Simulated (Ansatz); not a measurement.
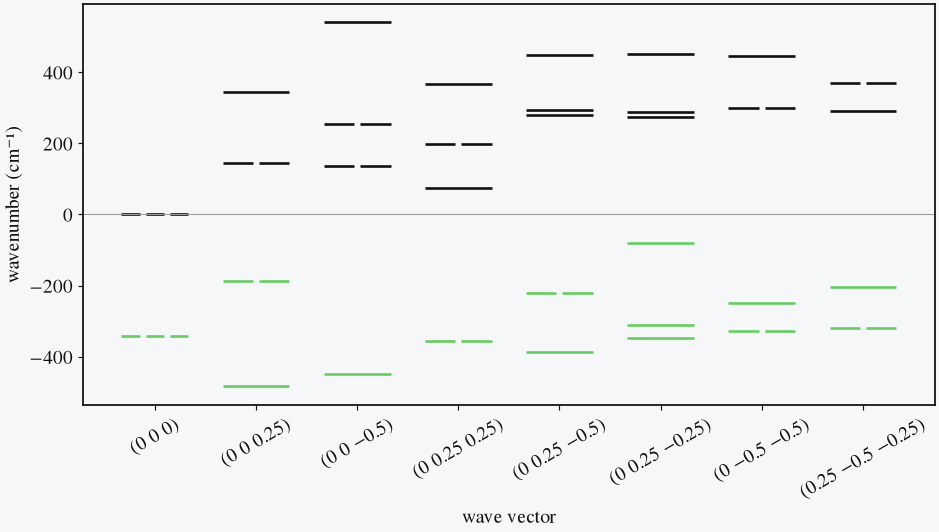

Plotted: phonon frequencies at several wave vectors (in fractions of the reciprocal vectors of the given cell) for SiN, space group Fm-3m (No. 225) (cell built by us, not taken from a database). Imaginary frequencies are drawn as negative.

Starting cell:
```xyz
2
Lattice="0.0000 2.1292 2.1292 2.1292 0.0000 2.1292 2.1292 2.1292 0.0000" Properties=species:S:1:pos:R:3 pbc="T T T"
Si    0.0000    0.0000    0.0000
N     2.1292    2.1292    2.1292
```

How it was computed, with Ansatz 0.2.0: harmonic phonon frequencies at the irreducible points of a q mesh with atoms at rest in the given cell, q in fractions of the reciprocal cell vectors, no long-range term at q = 0, imaginary frequencies are negative, the first points where there are many; plane waves with PAW datasets. Level: PBE, no spin polarisation.

```
       setting            value
   wave cutoff           420 eV
        k mesh         16×16×16
   occupations      Fermi–Dirac
smearing width          0.15 eV
      pressure            0 GPa
 phonon method  linear response
        q mesh            4×4×4
```

> Is the structure dynamically stable by these modes?

Imaginary modes appear at (0 0 0), (0 0 0.25), (0 0 −0.5), (0 0.25 0.25), (0 0.25 −0.5), (0 0.25 −0.25), (0 −0.5 −0.5) and (0.25 −0.5 −0.25), the softest at 484.0i cm⁻¹, so the structure is dynamically unstable.

> What is the highest frequency?

The highest mode among the wave vectors computed lies at 540.1 cm⁻¹, at (0 0 −0.5).

Note: metal sensitive to the k mesh; no spin polarisation, a magnetic state may lie lower; vibrations at or below zero.
